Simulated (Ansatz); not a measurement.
# Geometry relaxation, with input and output: Ti16Si (part 2 of 2)

Continued. System: Ti16Si (slab, 17 atoms in the cell). Method: DFT PBE, scalar-relativistic, plane waves, PAW, PAW set soft_1, no spin polarisation (Ansatz 0.2.0); cutoff 420 eV, 6×6×1 k-mesh, Gaussian smearing of 0.1 eV. The structure derives from an entry of the Crystallography Open Database. The input holds or restrains some coordinates. Forces given for the steps count only the free coordinates.

Geometry of the input (Å; fractional positions):
```
5.8763  0.0000  0.0000
-2.9382  5.0890  0.0000
0.0000  0.0000  22.4042
Ti 0.3333  0.1667  0.1785
Ti 0.3333  0.6667  0.1785
Ti 0.8333  0.1667  0.1785
Ti 0.8333  0.6667  0.1785
Ti 0.1667  0.3333  0.2823
Ti 0.1667  0.8333  0.2823
Ti 0.6667  0.3333  0.2823
Ti 0.6667  0.8333  0.2823
Ti 0.3333  0.1667  0.3902
Ti 0.3333  0.6667  0.3902
Ti 0.8333  0.1667  0.3902
Ti 0.8333  0.6667  0.3902
Ti 0.1667  0.3333  0.4867
Ti 0.1667  0.8333  0.4867
Ti 0.6667  0.3333  0.4867
Ti 0.6667  0.8333  0.4867
Si 0.2500  0.6667  0.5749
```

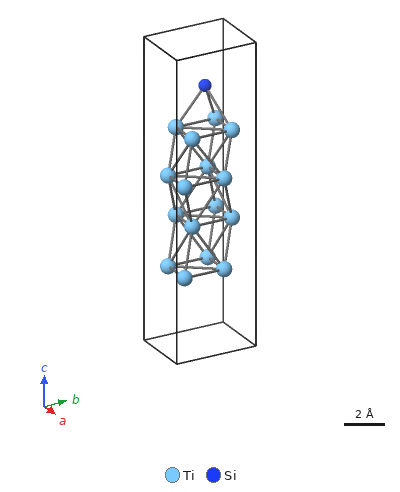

The geometry at step 2 of the log (ball-and-stick view of the cell of the calculation, with the vacuum cut short, seen slightly off an axis).

Output, continued:
```
  k-point 0: bands = ["-53.7787", "-53.7700", "-53.6945", "-53.6937", "-53.6926", "-53.6452", "-53.5785", "-53.5432", "-53.5091", "-53.5046", "-53.5001", "-53.4869", "-53.4390", "-53.4363", "-53.4303", "-53.3053", "-30.3178", "-30.2266", "-30.2219", "-30.2187", "-30.2156", "-30.2058", "-30.1708", "-30.1676", "-30.1532", "-30.1476", "-30.1287", "-30.0920", "-30.0857", "-30.0409", "-29.9492", "-29.9482", "-29.9422", "-29.8884", "-29.8536", "-29.8465", "-29.8456", "-29.8449", "-29.8240", "-29.8050", "-29.7842", "-29.7706", "-29.7370", "-29.7329", "-29.7319", "-29.7270", "-29.7137", "-29.6808", "-29.6718", "-29.6697", "-29.6652", "-29.6576", "-29.6404", "-29.6182", "-29.5924", "-29.5896", "-29.5657", "-29.5637", "-29.5595", "-29.5213", "-29.5211", "-29.4980", "-29.4671", "-29.4304", "-3.6701", "-2.4776", "-1.4237", "-0.2219", "0.4082", "0.6481", "0.6597", "0.6737", "0.7628", "0.7707", "0.8227", "0.9977", "1.0204", "1.0270", "1.1270", "1.1418", "1.1694", "1.6107", "1.7145", "1.7614", "2.0269", "2.0438", "2.0553", "2.3251", "2.3758", "2.4020", "2.6796", "2.7703", "2.8971", "2.9947", "3.3454", "3.3965", "3.4154", "3.4600", "3.6301", "3.8040", "3.8191", "3.8345", "3.8377", "3.8635", "3.8726", "3.8789", "3.9898", "3.9959", "4.0183", "4.0929", "4.1170", "4.1903", "4.2335", "4.2414", "4.2501", "4.2733", "4.2856", "4.3721"]
  k-point 1: bands = ["-53.7773", "-53.7650", "-53.6989", "-53.6940", "-53.6931", "-53.6450", "-53.5741", "-53.5433", "-53.5120", "-53.5057", "-53.5011", "-53.4844", "-53.4421", "-53.4360", "-53.4310", "-53.3054", "-30.3118", "-30.2131", "-30.2061", "-30.2011", "-30.1945", "-30.1843", "-30.1601", "-30.1516", "-30.1413", "-30.1369", "-30.1217", "-30.0806", "-30.0711", "-30.0267", "-29.9432", "-29.9422", "-29.9354", "-29.8839", "-29.8706", "-29.8656", "-29.8518", "-29.8380", "-29.8282", "-29.8230", "-29.7870", "-29.7704", "-29.7579", "-29.7490", "-29.7399", "-29.7217", "-29.7145", "-29.6944", "-29.6905", "-29.6704", "-29.6638", "-29.6536", "-29.6389", "-29.6172", "-29.6080", "-29.5926", "-29.5911", "-29.5722", "-29.5676", "-29.5387", "-29.5151", "-29.5043", "-29.4826", "-29.4394", "-3.6102", "-2.3059", "-1.2703", "-0.0778", "0.4606", "0.5546", "0.6959", "0.7241", "0.7373", "0.8551", "0.9070", "0.9843", "1.0810", "1.1009", "1.2695", "1.3192", "1.3408", "1.6643", "1.7785", "1.8283", "2.0307", "2.1100", "2.1304", "2.2730", "2.3677", "2.4162", "2.6685", "2.7565", "2.9102", "2.9461", "3.2446", "3.3181", "3.3531", "3.3655", "3.5168", "3.6356", "3.6585", "3.7134", "3.7338", "3.8023", "3.8985", "3.9325", "3.9658", "3.9727", "3.9882", "3.9984", "4.0302", "4.0531", "4.1027", "4.1318", "4.1501", "4.1850", "4.2682", "4.2979"]
  k-point 2: bands = ["-53.7745", "-53.7511", "-53.7129", "-53.6941", "-53.6932", "-53.6447", "-53.5620", "-53.5434", "-53.5238", "-53.5064", "-53.5018", "-53.4774", "-53.4504", "-53.4358", "-53.4317", "-53.3057", "-30.2994", "-30.1899", "-30.1665", "-30.1606", "-30.1541", "-30.1432", "-30.1334", "-30.1221", "-30.1129", "-30.1005", "-30.0884", "-30.0660", "-30.0266", "-29.9911", "-29.9462", "-29.9412", "-29.9130", "-29.9025", "-29.8954", "-29.8904", "-29.8741", "-29.8505", "-29.8266", "-29.8184", "-29.8174", "-29.7864", "-29.7789", "-29.7608", "-29.7487", "-29.7440", "-29.7313", "-29.7113", "-29.7077", "-29.6818", "-29.6768", "-29.6622", "-29.6504", "-29.6386", "-29.6258", "-29.6149", "-29.6002", "-29.5927", "-29.5816", "-29.5694", "-29.5295", "-29.5186", "-29.4970", "-29.4515", "-3.4906", "-1.8062", "-0.8388", "-0.1889", "0.2648", "0.4321", "0.8799", "0.8897", "0.9487", "1.0489", "1.0839", "1.1235", "1.3107", "1.3377", "1.4770", "1.6514", "1.6999", "1.7964", "1.9381", "2.0094", "2.0933", "2.1576", "2.2872", "2.3549", "2.3794", "2.4252", "2.5830", "2.6134", "2.7718", "2.8417", "2.9476", "3.1184", "3.1530", "3.1618", "3.2014", "3.3300", "3.3746", "3.4060", "3.4650", "3.5446", "3.5950", "3.6147", "3.6453", "3.7056", "3.8316", "3.8742", "3.8835", "3.8970", "3.9314", "3.9839", "4.0349", "4.1142", "4.1641", "4.2586"]
  k-point 19: bands = ["-53.7723", "-53.7328", "-53.7312", "-53.6945", "-53.6928", "-53.6476", "-53.5462", "-53.5456", "-53.5337", "-53.5085", "-53.5007", "-53.4750", "-53.4524", "-53.4376", "-53.4325", "-53.3060", "-30.2924", "-30.1639", "-30.1579", "-30.1432", "-30.1361", "-30.1346", "-30.1103", "-30.1043", "-30.0841", "-30.0618", "-30.0503", "-30.0188", "-30.0012", "-29.9890", "-29.9743", "-29.9734", "-29.9631", "-29.9264", "-29.9034", "-29.8852", "-29.8637", "-29.8512", "-29.8224", "-29.8126", "-29.7961", "-29.7903", "-29.7893", "-29.7787", "-29.7714", "-29.7673", "-29.7560", "-29.7311", "-29.7038", "-29.6855", "-29.6749", "-29.6671", "-29.6531", "-29.6447", "-29.6286", "-29.6255", "-29.6169", "-29.6094", "-29.5974", "-29.5781", "-29.5155", "-29.5125", "-29.4964", "-29.4908", "-3.4273", "-1.0801", "-1.0170", "-0.2967", "-0.1328", "0.7069", "0.9256", "0.9970", "1.0098", "1.2170", "1.2317", "1.4028", "1.4599", "1.4743", "1.4883", "1.7104", "1.9561", "2.0042", "2.0328", "2.1506", "2.2057", "2.2461", "2.2974", "2.3284", "2.3666", "2.5046", "2.5968", "2.6062", "2.6345", "2.6928", "2.7095", "2.8573", "2.8639", "2.9131", "3.0495", "3.1183", "3.1607", "3.2954", "3.3178", "3.3410", "3.3458", "3.4364", "3.5638", "3.6426", "3.6813", "3.7482", "3.8204", "3.8320", "3.8605", "3.8765", "4.0497", "4.1765", "4.1843", "4.2570"]
--- Relaxed structure (2 steps of the walk, 2 accepted, 0 SCFs on fresh bases) ---
  F+E_penalty+E_count = -40623.10833073 eV   max|allowed force component| = 9.006e-3 eV/Å
  atoms:
    - { symbol: Ti, position: [0.3333333333, 0.16666666669999997, 0.17853788839999998] }
    - { symbol: Ti, position: [0.33333333330000003, 0.6666666666999999, 0.17853788839999998] }
    - { symbol: Ti, position: [0.8333333333, 0.16666666669999997, 0.17853788839999998] }
    - { symbol: Ti, position: [0.8333333332999999, 0.6666666666999999, 0.17853788839999998] }
    - { symbol: Ti, position: [0.16666666669999997, 0.3333333332999999, 0.2823234229] }
    - { symbol: Ti, position: [0.16666666670000008, 0.8333333333, 0.2823234229] }
    - { symbol: Ti, position: [0.6666666667, 0.3333333332999999, 0.2823234229] }
    - { symbol: Ti, position: [0.6666666667000001, 0.8333333333, 0.2823234229] }
    - { symbol: Ti, position: [0.3333333333, 0.16666666669999997, 0.3901740009] }
    - { symbol: Ti, position: [0.33333333330000003, 0.6666666666999999, 0.3901740009] }
    - { symbol: Ti, position: [0.8333333333, 0.16666666669999997, 0.3901740009] }
    - { symbol: Ti, position: [0.8333333332999999, 0.6666666666999999, 0.3901740009] }
    - { symbol: Ti, position: [0.16666666669999997, 0.3333333332999999, 0.4867035708] }
    - { symbol: Ti, position: [0.16666666670000008, 0.8333333333, 0.4867035708] }
    - { symbol: Ti, position: [0.6666666667, 0.3333333332999999, 0.4867035708] }
    - { symbol: Ti, position: [0.6666666667000001, 0.8333333333, 0.4867035708] }
    - { symbol: Si, position: [0.25000000000000006, 0.6666666666999999, 0.574607942766043] }
```

Trajectory as extended XYZ (Å, eV, eV/Å), 2 frames, from step=1 to step=2:
```
17
Lattice="5.8763 0.0000 0.0000 -2.9382 5.0890 0.0000 0.0000 0.0000 22.4042" Properties=species:S:1:pos:R:3:forces:R:3 step=1 energy=-40623.10802
Ti    1.4691    0.8482    4.0000   -0.0109  -0.0071   0.5914
Ti    0.0000    3.3927    4.0000    0.0008  -0.0014   0.6028
Ti    4.4072    0.8482    4.0000    0.0058  -0.0003   0.5905
Ti    2.9382    3.3927    4.0000    0.0042   0.0098   0.5912
Ti    0.0000    1.6963    6.3252    0.0042  -0.0220  -0.5597
Ti   -1.4691    4.2409    6.3252   -0.0101   0.0124  -0.5177
Ti    2.9382    1.6963    6.3252    0.0107  -0.0076  -0.5845
Ti    1.4691    4.2409    6.3252    0.0103   0.0080  -0.5678
Ti    1.4691    0.8482    8.7415    0.0013   0.0170  -0.2582
Ti    0.0000    3.3927    8.7415    0.1498  -0.0228  -0.6100
Ti    4.4072    0.8482    8.7415   -0.0846   0.0189  -0.2083
Ti    2.9382    3.3927    8.7415   -0.0533  -0.0348  -0.2483
Ti    0.0000    1.6963   10.9042   -0.2449   0.4618   0.4610
Ti   -1.4691    4.2409   10.9042   -0.3055   0.1005  -0.8341
Ti    2.9382    1.6963   10.9042    0.2948   0.1101   0.8369
Ti    1.4691    4.2409   10.9042   -0.6839  -0.2948   0.7858
Si   -0.4897    3.3927   12.8811    0.9110  -0.3476  -0.0733
17
Lattice="5.8763 0.0000 0.0000 -2.9382 5.0890 0.0000 0.0000 0.0000 22.4042" Properties=species:S:1:pos:R:3:forces:R:3 step=2 energy=-40623.10833
Ti    1.4691    0.8482    4.0000   -0.0109  -0.0071   0.5917
Ti    0.0000    3.3927    4.0000    0.0008  -0.0015   0.6032
Ti    4.4072    0.8482    4.0000    0.0057  -0.0003   0.5908
Ti    2.9382    3.3927    4.0000    0.0042   0.0098   0.5915
Ti    0.0000    1.6963    6.3252    0.0044  -0.0217  -0.5590
Ti   -1.4691    4.2409    6.3252   -0.0098   0.0122  -0.5171
Ti    2.9382    1.6963    6.3252    0.0106  -0.0075  -0.5845
Ti    1.4691    4.2409    6.3252    0.0101   0.0077  -0.5671
Ti    1.4691    0.8482    8.7415    0.0020   0.0178  -0.2588
Ti    0.0000    3.3927    8.7415    0.1512  -0.0233  -0.6134
Ti    4.4072    0.8482    8.7415   -0.0854   0.0190  -0.2091
Ti    2.9382    3.3927    8.7415   -0.0541  -0.0356  -0.2491
Ti    0.0000    1.6963   10.9042   -0.2424   0.4512   0.4487
Ti   -1.4691    4.2409   10.9042   -0.3319   0.1221  -0.8793
Ti    2.9382    1.6963   10.9042    0.2958   0.1110   0.8373
Ti    1.4691    4.2409   10.9042   -0.6826  -0.2941   0.7828
Si   -0.4897    3.3927   12.8736    0.9324  -0.3598  -0.0090
```

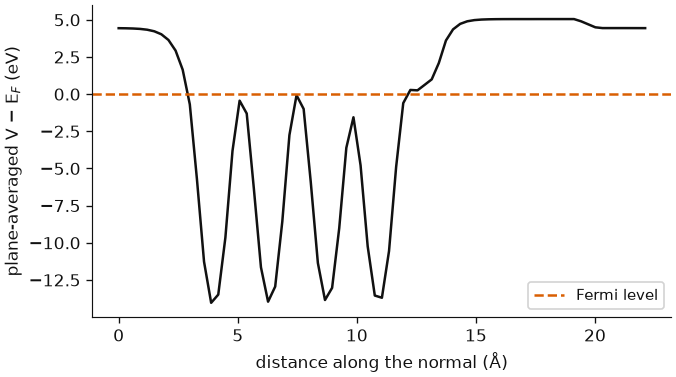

Plane average of the electrostatic potential energy of an electron across the cell, from the Fermi level. The vacuum level lies 5.05 eV above the Fermi level on the upper side and 4.44 eV on the lower.

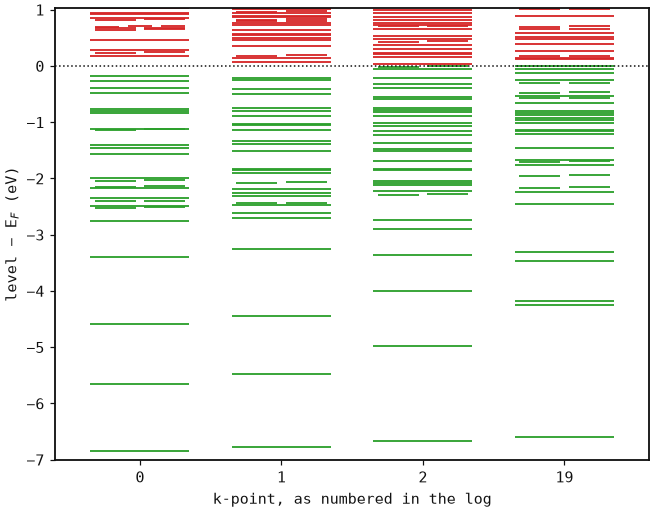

Kohn–Sham levels near the Fermi level (dotted) at the few k-points that the log prints; levels within 0.02 eV of each other stand side by side. The system is metallic on the full mesh.

Results in brief:

| quantity | value |
| --- | --- |
| outcome | converged under the restraints of the input |
| electrons treated | 196 |
| free energy | −40623.1083 eV |
| work function, top face | 5.05 eV |
| work function, bottom face | 4.44 eV |
| Fermi energy | 3.169 eV |
| gap on the k-point mesh | none (metallic) |
| final volume | 670.00 Å³ |
| work function (upper face) | 5.05 eV |
| largest force (length of the vector) at the end, held atoms and coordinates included | 1.080 eV/Å |
| hardware | 4 threads of Arm Neoverse V2, 24 GiB of memory available, shared host |
| wall time | 96 s (CPU time 6.3 min) |
| peak memory | 2.4 GiB |
